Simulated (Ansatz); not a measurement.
Consider MgI2.

```
Mg I
1.0
     4.03283    0.00000    0.00000
    -2.01641    3.49253    0.00000
     0.00000    0.00000   14.69234
Mg I
2 4
Direct
  0.33333 0.66667 0.25000
  0.66667 0.33333 0.75000
  0.66667 0.33333 0.37500
  0.66667 0.33333 0.12500
  0.33333 0.66667 0.87500
  0.33333 0.66667 0.62500
```

Space group P6₃/mmc; started from the 2H (MoS2) bulk prototype, which need not be the ambient phase.

Theory: Ansatz 0.2.0, DFT, PBEsol, plane waves, PAW.

> What can the converged valence pseudo-density and electron localisation function tell about the bonding?

Mg–I (2.97 Å): the density is about 0.24 e/Å³ at the midpoint; the ELF peaks at about 0.80 in the valence shell of I, 1.4 Å from its nucleus, and falls to about 0.05 next to Mg; a largely ionic contact.

> Does the calculation give a band gap?

It is gapped, with a Kohn–Sham gap of 2.5 eV on the k-point mesh, an upper bound to the gap of this method.

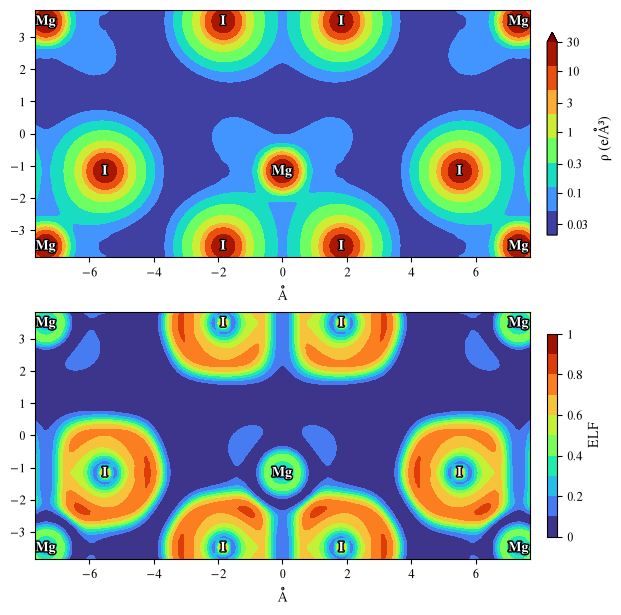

Computed valence pseudo-density and electron localisation function on the (110) plane of the conventional cell, in this order. 

In a PAW calculation such maps are meaningful between the atoms, not at the nuclei.
